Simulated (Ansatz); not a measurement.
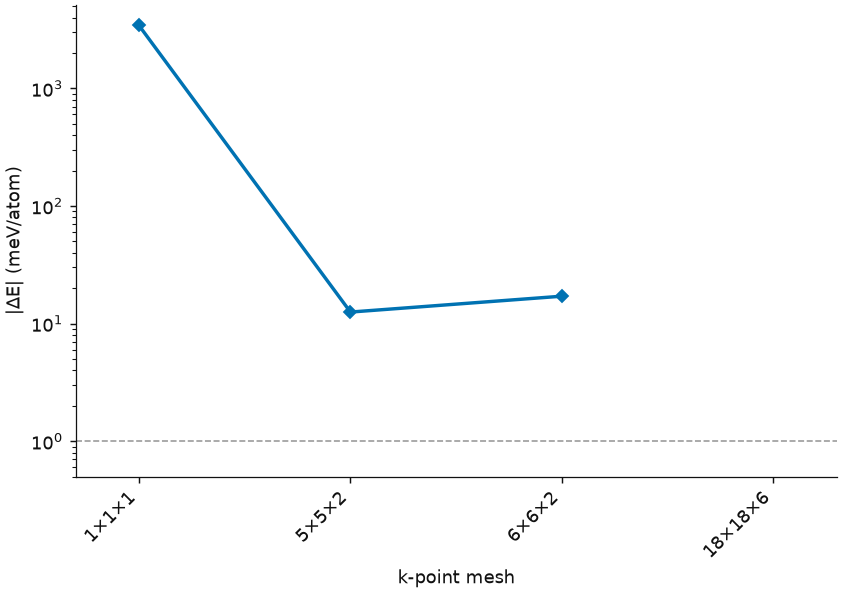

Scan of the k-point mesh.
The run: C (Fmmm, 4 atoms in the cell), by Ansatz, DFT PBE, scalar-relativistic, plane waves, PAW; cutoff 420 eV, Fermi–Dirac smearing of 0.15 eV.
ΔE is the free energy less its value at the densest setting, 18×18×6.
Dashed lines or grey bands mark the tolerance: 1 meV/atom.

What is enough for the free energy to 1 meV/atom?

The free energy at the last setting but one, 6×6×2, is still more than 1 meV/atom from the densest setting's value, so the scan doesn't show it converged. It is off by 3400 meV/atom at 1×1×1, 13 meV/atom at 5×5×2 and 17 meV/atom at 6×6×2 (always above it). The system is metallic at this level, and the Fermi surface makes the k-point sum converge slowly and unevenly.
